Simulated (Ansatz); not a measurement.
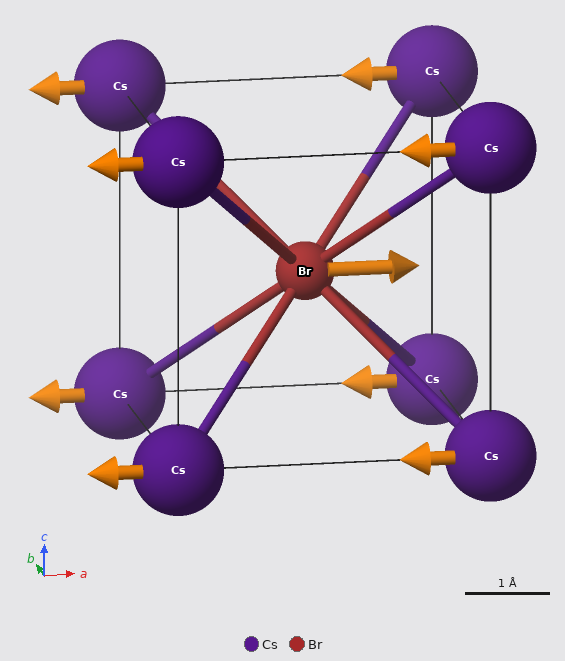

The lowest optical mode of solid CsBr relaxed at 12 GPa, space group Pm-3m (No. 221), at the zone centre. The orange arrows give the relative displacements of the atoms. A ball-and-stick model of the cell of the calculation, seen slightly off an axis.

Theory: DFT PBEsol, scalar-relativistic, plane waves, PAW (Ansatz 0.2.0). Settings: plane-wave cutoff 420 eV; k-point mesh 6 × 6 × 6; occupations fixed; target pressure 12 GPa; no spin polarisation.

Frequencies are those without the non-analytic (LO–TO) term.

### Is this crystal at a minimum with respect to the drawn distortion?

Yes: this softest mode has a real frequency, and so have all others here. That speaks for this wave vector alone: the rest of the zone wasn't checked in this run. This is the T₁u mode (triply degenerate; one member of the set is drawn) at 18.0 meV, the only optical level, infrared-active by symmetry. The Br sublattice moves against the Cs sublattice, along a; the kinetic energy is shared as Br 62 %, Cs 38 %. Its infrared intensity is 2.7 (D/Å)²/amu for the set. The value is the transverse one; the longitudinal partner lies at 171 cm⁻¹.
